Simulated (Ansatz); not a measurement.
## Electronic structure of BN in real space

Input file:

```
crystal:
  lattice:
    - [2.4492672905, 0.0, 0.0]
    - [0.0, 2.5705007208, 0.0]
    - [0.0, 0.0, 6.0031543049]
  atoms:
    - { symbol: B, position: [0.5, 0.5, 0.1679729518] }
    - { symbol: B, position: [0.5, 0.5, 0.8320270482] }
    - { symbol: B, position: [0.0, 0.0, 0.5] }
    - { symbol: "N", position: [0.5, 0.0, 0.3138089733] }
    - { symbol: "N", position: [0.0, 0.5, 0.0] }
    - { symbol: "N", position: [0.5, 0.0, 0.6861910267] }
basis:
  ecutwfc: 420
kpoints:
  mp_grid: { grid: [16, 14, 6] }
hamiltonian:
  xc: pbe
scf:
  occupations: { method: gaussian, width: 0.1 }
output:
  forces: true
  stress: true
  eigenvalues: true
  write_density: true
  write_potential: true
  elf: true
  volumetric_format: npy
relax:
  adjacent_minimum: "off"
  f_tol: 0.01
  max_steps: 80
  cell: { stress_tol: 0.05 }
```

Run with:

```sh
ansatz run input.yaml --threads 1 --pin off --max-ram 2048MiB --backend cpu --events-out ev --progress --plain --runs-dir out
```

Below, planes, directions and counts refer to the conventional cell (a = 2.45 Å, b = 2.57 Å, c = 6.01 Å, α = 90.00°, β = 90.00°, γ = 90.00°).

The fields are those of the run's last geometry, not of the input's.

Space group Pmmm; a structure generated by program, which may or may not match a known phase.

The calculation used DFT PBE, scalar-relativistic, plane waves, PAW in Ansatz.

Core electrons are frozen (PAW), and the valence fields are smoothed inside the atomic spheres.

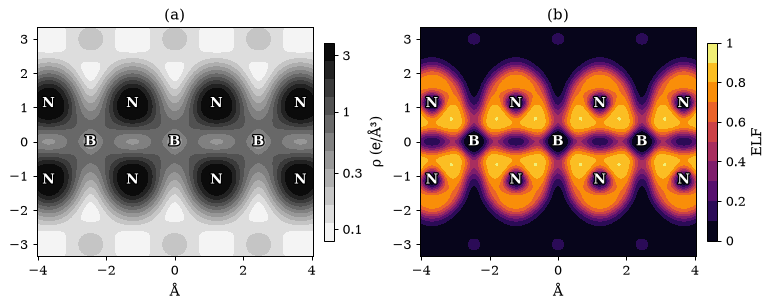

Figure 1. (a) valence pseudo-density; (b) ELF on the (010) plane of the conventional cell.

Describe what can be read from this map.

Answer. Atoms in the plane: B and N. B–N (1.66 Å): ρ at the midpoint is about 1.2 e/Å³; the ELF peaks at about 0.90 between the atoms. Between the atoms the lowest density in this plane is 0.08 e/Å³.

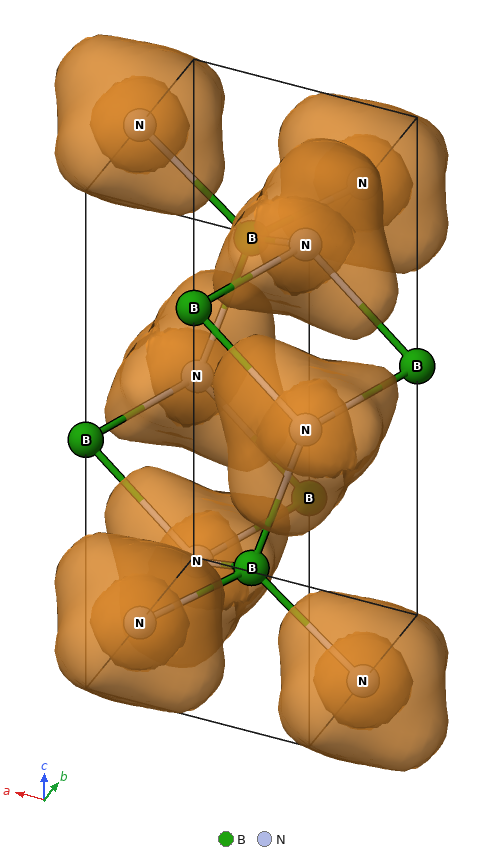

Figure 2. Isosurface of the electron localisation function at 0.7 (orange), seen at an oblique angle. Only the valence region is drawn (cores and ρ < 0.01 e/Å³ removed). Sticks mark near contacts.

Identify the bonds, lone pairs and shells in this picture.

Answer. At this value the surface marks out two regions on N in which the atom's valence shell and bonds are merged and one region wrapped around N (its valence shell), counted in one cell of 6 atoms. Any copies at cell faces, edges or corners count once. Profiles from the grid: B–N (1.55 Å): the ELF peaks at about 0.90 between the atoms.

Does the calculation make it a metal, or give it a gap?

Answer. It is gapless in this calculation (a metal or semimetal).
